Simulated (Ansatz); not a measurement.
Run report: Al, geometry relaxation (part 2 of 2)

Continued. System: Al (I4/mmm, 2 atoms in the cell). Method: DFT PBE, scalar-relativistic, plane waves, PAW, no spin polarisation (Ansatz 0.2.0); cutoff 420 eV, 18×18×14 k-mesh, Gaussian smearing of 0.1 eV. The structure derives from a Materials Project entry. It belongs to a series of runs on one base structure; here: biaxial strain in the a-b plane, c and atoms relaxed: -4.5 %.

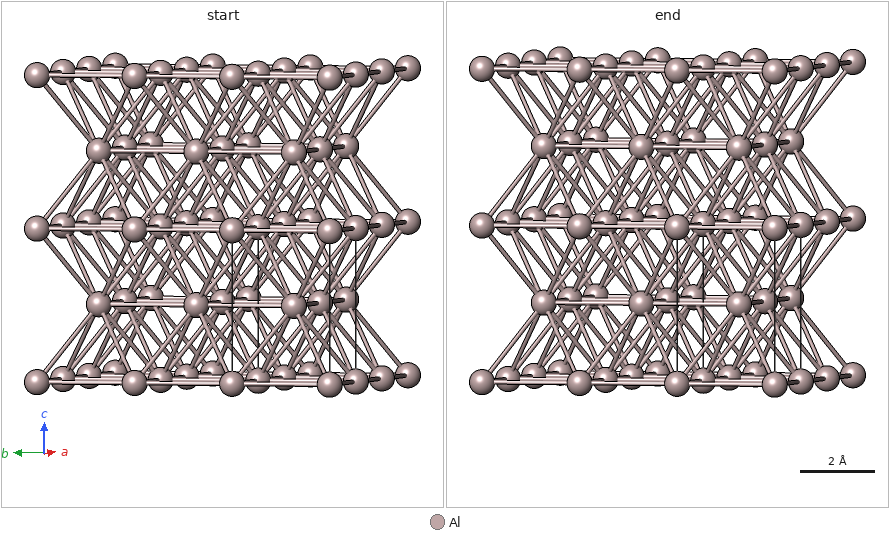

Before (left) and after (right) the relaxation, at one scale (ball-and-stick view of the cell of the calculation, repeated 3 × 3 × 2, seen at an oblique angle). No atom moves by more than 0.005 Å relative to the cell. The volume changes by +2.1 %, with a = b stay at 2.729 Å, c 4.151 → 4.236 Å (+2.1 %). Distances before and after: Al1–Al2 2.834 → 2.865 Å. The space group stays I4/mmm (No. 139). The energy falls by 6.9 meV per cell of the calculation in 4 geometry steps. All forces vanish by symmetry, so only the cell relaxes. The pressure goes from 6.27 to 4.51 GPa. The basis was re-selected once at an unchanged geometry, which shifts the energy a little without any move. The energy change given includes the shifts at the re-selections in mid-walk, which come without any move. A last SCF at the same geometry on a re-selected plane-wave basis shifts the energy by next to nothing (0.0 meV per cell of the calculation). (Atoms are counted from 1 in the order of the input.)

```
basis re-selected at this cell: Δ(F+E_penalty+E_count) = -2.095e-6 eV, ΔP = +0.000 GPa vs the last step (what re-selecting the basis moved, of the pressure what is left beyond the Pulay correction that the steps carried, after the strain that the cell walked since its last selection, with what the two solves' SCF thresholds leave and, on support functions, any second-order correction that the steps lacked; it is no measure of the basis error at this ecutwfc). This SCF's stress stands 1.15e-3 GPa from its target on what of the cell is left free (relax.cell.stress_tol is 1.50e-2 GPa) and its largest allowed force component is 6.16e-32 eV/Å (relax.f_tol is 8.00e-3 eV/Å): within both
SCF converged after 4 iterations
Free energy (F): -1074.954817 eV
Harris-Foulkes:  -1074.954817 eV  (|F-HF|=0.00e0)
Internal energy: -1074.951664 eV  (E = F + TS)
E sigma→0 (E₀):  -1074.953241 eV
Entropy (-TS):   -0.003153 eV (-1.576 meV/atom)
Fermi energy:    8.413533 eV
--- Per-component energies (eV) ---
  E_band       = 23.232071
  E_kinetic    = 46.928440
  E_local      = 21.115312  (includes V_loc(G=0)·N_el)
  E_nonlocal   = 20.924836
  E_hartree    = 0.219564
  E_xc         = -80.067464
  E_vxc        = -58.695462  (∫ρ·V_xc dr)
  E_paw        = -934.859168  (= ΣΔE_a)
  E_vpaw       = -7.480179  (= ΣTr[D̂ρ^β])
  E_aug_tail   = -0.000004  (compensation charges beyond the density's cutoff)
  E_ewald      = -149.213179
  E_smearing   = -0.003153  (= −TS)
  E_closure    = 0.000000  (closes the sum)
  Σ components = -1074.954817   (vs F -1074.954817, Δ=0.00e0)
--- Forces (eV/Å), atoms counted from 1 ---
  atom   1  Al     0.00000000     0.00000000     0.00000000
  atom   2  Al    -0.00000000     0.00000000     0.00000000
  max |Σ_I F_I| component: 1.90e-30 eV/Å
--- Stress (GPa, compression-positive) ---
        6.765171      -0.000000       0.000000
       -0.000000       6.765171       0.000000
        0.000000       0.000000       0.001154
  P = ⅓ Tr σ = 4.5105 GPa (45.105 kbar)
--- Band table (eV; the first three rows and the last of 440) ---
  k-point 0: bands = ["-3.0208", "4.5533", "5.5415", "14.4021", "15.4509", "15.4509", "19.0800"]
  k-point 1: bands = ["-2.9787", "3.8563", "6.3119", "14.4429", "15.4858", "15.4858", "19.1179"]
  k-point 2: bands = ["-2.8525", "2.8936", "7.4946", "14.5650", "15.5905", "15.5905", "19.2311"]
  k-point 439: bands = ["7.7467", "7.7467", "7.7467", "7.7467", "8.8794", "8.8794", "10.2133"]
--- Relaxed structure (5 steps of the walk, 5 accepted, 2 SCFs on fresh bases) ---
  F+E_penalty+E_count = -1074.95481687 eV   max|allowed force component| = 6.163e-32 eV/Å   (the final SCF, on the basis selected at the relaxed cell)
  cell:  # Å, volume = 31.5520 Å³
    - [1.92987399, 1.92987399, 0.0]
    - [-1.92987399, 1.92987399, 0.0]
    - [0.0, 0.0, 4.235837702104972]
  atoms:
    - { symbol: Al, position: [0.0, 0.0, 0.0] }
    - { symbol: Al, position: [0.49999999999999994, 0.49999999999999994, 0.4999999999999999] }
```

Trajectory as extended XYZ (Å, eV, eV/Å), 7 frames, from step=1 to step=7:
```
2
Lattice="1.9299 1.9299 0.0000 -1.9299 1.9299 0.0000 0.0000 0.0000 4.1507" Properties=species:S:1:pos:R:3:forces:R:3 step=1 energy=-1074.94794 pressure_GPa=6.27
Al    0.0000    0.0000    0.0000    0.0000   0.0000   0.0000
Al    0.0000    1.9299    2.0754    0.0000   0.0000   0.0000
2
Lattice="1.9299 1.9299 0.0000 -1.9299 1.9299 0.0000 0.0000 0.0000 4.2412" Properties=species:S:1:pos:R:3:forces:R:3 step=2 energy=-1074.95441 pressure_GPa=4.39
Al    0.0000    0.0000    0.0000    0.0000   0.0000   0.0000
Al    0.0000    1.9299    2.1206    0.0000   0.0000   0.0000
2
Lattice="1.9299 1.9299 0.0000 -1.9299 1.9299 0.0000 0.0000 0.0000 4.2359" Properties=species:S:1:pos:R:3:forces:R:3 step=3 energy=-1074.95446 pressure_GPa=4.49
Al    0.0000    0.0000    0.0000    0.0000   0.0000   0.0000
Al    0.0000    1.9299    2.1179    0.0000   0.0000   0.0000
2
Lattice="1.9299 1.9299 0.0000 -1.9299 1.9299 0.0000 0.0000 0.0000 4.2350" Properties=species:S:1:pos:R:3:forces:R:3 step=4 energy=-1074.95446 pressure_GPa=4.51
Al    0.0000    0.0000    0.0000    0.0000   0.0000   0.0000
Al    0.0000    1.9299    2.1175    0.0000   0.0000   0.0000
2
Lattice="1.9299 1.9299 0.0000 -1.9299 1.9299 0.0000 0.0000 0.0000 4.2350" Properties=species:S:1:pos:R:3:forces:R:3 step=5 energy=-1074.95482 pressure_GPa=4.53
Al    0.0000    0.0000    0.0000    0.0000   0.0000   0.0000
Al    0.0000    1.9299    2.1175    0.0000   0.0000   0.0000
2
Lattice="1.9299 1.9299 0.0000 -1.9299 1.9299 0.0000 0.0000 0.0000 4.2358" Properties=species:S:1:pos:R:3:forces:R:3 step=6 energy=-1074.95482 pressure_GPa=4.51
Al    0.0000    0.0000    0.0000    0.0000   0.0000   0.0000
Al    0.0000    1.9299    2.1179    0.0000   0.0000   0.0000
2
Lattice="1.9299 1.9299 0.0000 -1.9299 1.9299 0.0000 0.0000 0.0000 4.2358" Properties=species:S:1:pos:R:3:forces:R:3 step=7 energy=-1074.95482 pressure_GPa=4.51
Al    0.0000    0.0000    0.0000    0.0000   0.0000   0.0000
Al    0.0000    1.9299    2.1179    0.0000   0.0000   0.0000
```

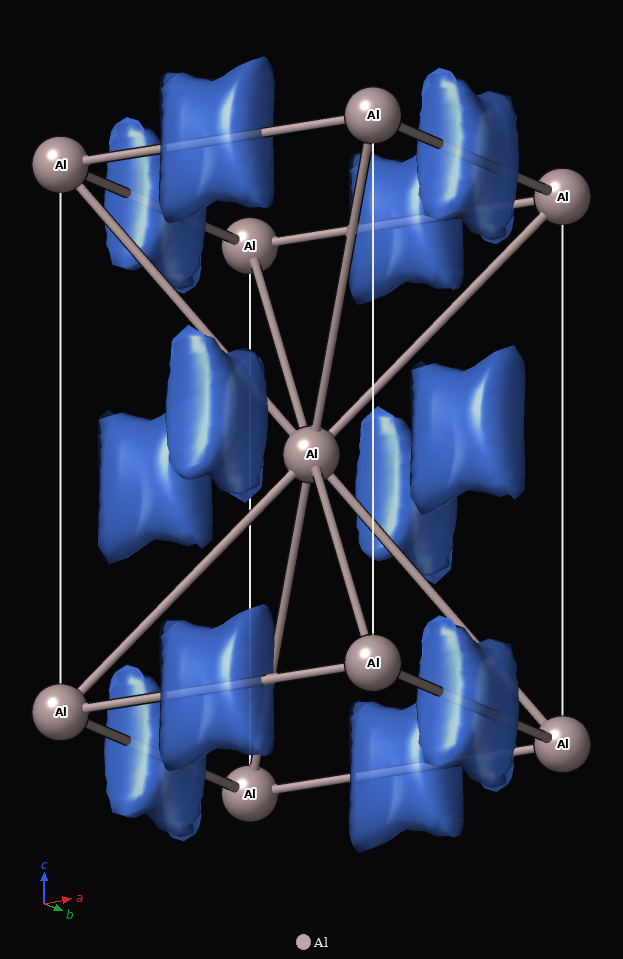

Isosurface of the electron localisation function at 0.65 (blue), seen at an oblique angle. Only the valence region is drawn (cores and ρ < 0.01 e/Å³ removed). Sticks mark near contacts. The outline is the cell set on symmetry axes. The ELF exceeds this value in four regions between bonded Al–Al atoms (shared pairs), counted in one cell of 2 atoms. Along the contacts the grid gives the following. Al–Al (2.73 Å): the ELF peaks at about 0.70 between the atoms. Al–Al (2.87 Å): the ELF peaks at about 0.60 between the atoms. The fields are those of the smooth PAW valence density.

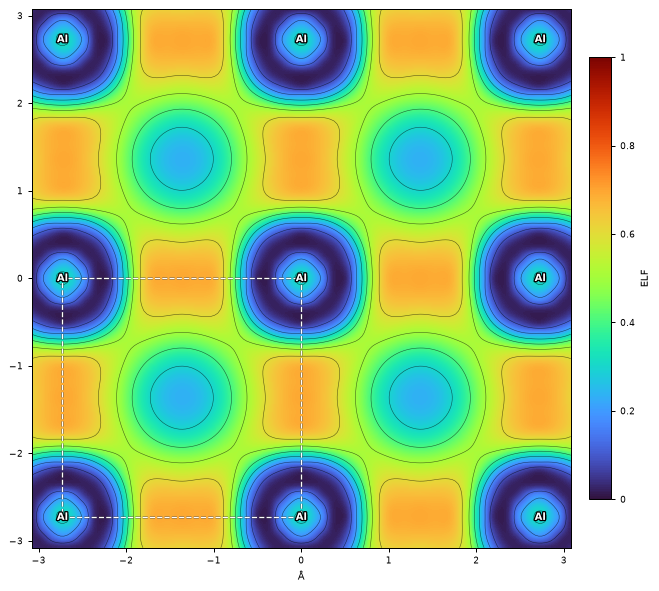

Electron localisation function on the (001) plane of the conventional cell. Atoms in the plane: Al. Al–Al (2.73 Å): the ELF peaks at about 0.70 between the atoms.

This output came from the following input.

Input:
```yaml
crystal:
  lattice:
    - [1.92987399, 1.92987399, 0.0]
    - [-1.92987399, 1.92987399, 0.0]
    - [0.0, 0.0, 4.1507446863]
  atoms:
    - { symbol: Al, position: [0.0, 0.0, 0.0] }
    - { symbol: Al, position: [0.5, 0.5, 0.5] }
basis:
  ecutwfc: 420
kpoints:
  mp_grid: { grid: [18, 18, 14] }
hamiltonian:
  xc: pbe
scf:
  occupations: { method: gaussian, width: 0.1 }
output:
  forces: true
  stress: true
  eigenvalues: true
  write_density: true
  write_potential: true
  elf: true
  volumetric_format: npy
relax:
  adjacent_minimum: "off"
  f_tol: 0.008
  max_steps: 40
  cell: { stress_tol: 0.015, fix: [a, b, gamma] }
```

Launched with:
```bash
ansatz run input.yaml --threads 1 --pin off --max-ram 2560MiB --backend cpu --events-out ev --progress --plain --runs-dir out
```

Key numbers:

```json
{"quantity": "outcome", "value": "converged"}
{"quantity": "space group (tolerance 0.01 Å)", "value": "I4/mmm (139)"}
{"quantity": "electrons treated", "value": "6"}
{"quantity": "free energy", "value": "−1074.9548 eV"}
{"quantity": "Fermi energy", "value": "8.414 eV"}
{"quantity": "gap on the k-point mesh", "value": "none (metallic)"}
{"quantity": "pressure", "value": "4.51 GPa"}
{"quantity": "final volume", "value": "31.55 Å³"}
{"quantity": "largest force (length of the vector) at the end", "value": "under 0.001 eV/Å"}
{"quantity": "final cell", "value": "a = 2.729 Å, b = 2.729 Å, c = 4.236 Å, α = 90.00°, β = 90.00°, γ = 90.00°"}
{"quantity": "hardware", "value": "1 thread of AMD EPYC (Zen 3), 192 GiB of memory available, shared host"}
{"quantity": "wall time", "value": "46 s"}
{"quantity": "peak memory", "value": "0.5 GiB"}
```
